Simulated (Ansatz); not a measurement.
System: a slab cut from Si (slab content Si₁₉), space group Fd-3m (No. 227).

The given structure:
```xyz
2
Lattice="0.0000 2.7165 2.7165 2.7165 0.0000 2.7165 2.7165 2.7165 0.0000" Properties=species:S:1:pos:R:3 pbc="T T T"
Si    2.7165    2.7165    2.7165
Si    4.0748    4.0748    4.0748
```

Computed with Ansatz 0.2.0: spacing and rumpling of the atomic planes of a slab cut from the relaxed bulk cell along the Miller plane (conventional indices), bottom to top, after all atoms relax, plane waves with PAW datasets, Γ-centred k mesh. Level: PBEsol, no spin polarisation.

space group in which the indices count 227; Miller index h 2; Miller index k 1; Miller index l 0; top plane Si; bottom plane Si; planes 19; surface cell (1, 1); slab thickness as cut 10.93 Å; vacuum 15 Å; surface area 33 Å²; surface a 5.433 Å; surface b 6.654 Å; surface angle 114.1 °; slab atoms 19; wave cutoff 420 eV; k mesh 7×6×1; occupations Gaussian; smearing width 0.05 eV; boundary dipole corrected.

What does the calculation give for the spacing change of each pair of planes? The cases: 1–2; 2–3; 3–4; 4–5; 5–6; 6–7; 7–8; 8–9; 9–10; 10–11; 11–12; 12–13; 13–14; 14–15; 15–16; 16–17; 17–18; 18–19.

The least value, −0.427 Å, is that of 2–3 and 17–18, and the largest, 0.238 Å, that of 1–2 and 18–19.

```
pair of planes  spacing change (Å)  spacing to next (Å)
           1–2               0.238                0.845
           2–3              -0.427                0.181
           3–4              -0.045                0.562
           4–5               0.018                0.626
           5–6               0.111                0.719
           6–7              -0.020                0.587
           7–8              -0.058                0.550
           8–9               0.034                0.642
          9–10               0.003                0.611
         10–11               0.003                0.610
         11–12               0.034                0.642
         12–13              -0.057                0.550
         13–14              -0.020                0.587
         14–15               0.111                0.719
         15–16               0.018                0.626
         16–17              -0.045                0.562
         17–18              -0.427                0.180
         18–19               0.238                0.845
```

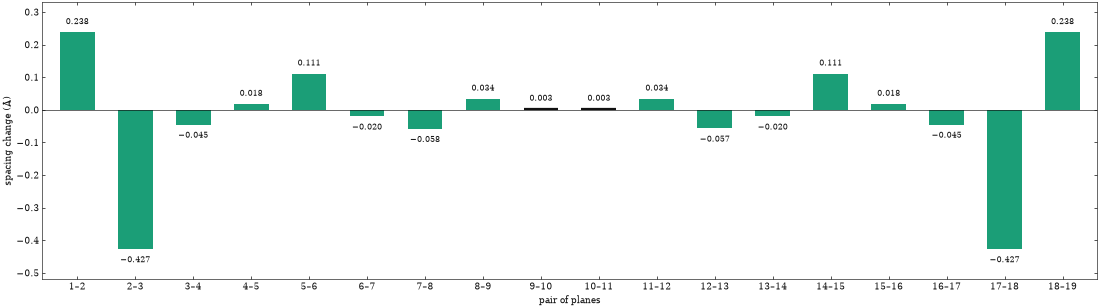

Caveats: a crossing between the sampled k points may be missed; odd k mesh can miss points on the zone edge; xc potential rough in thin density.
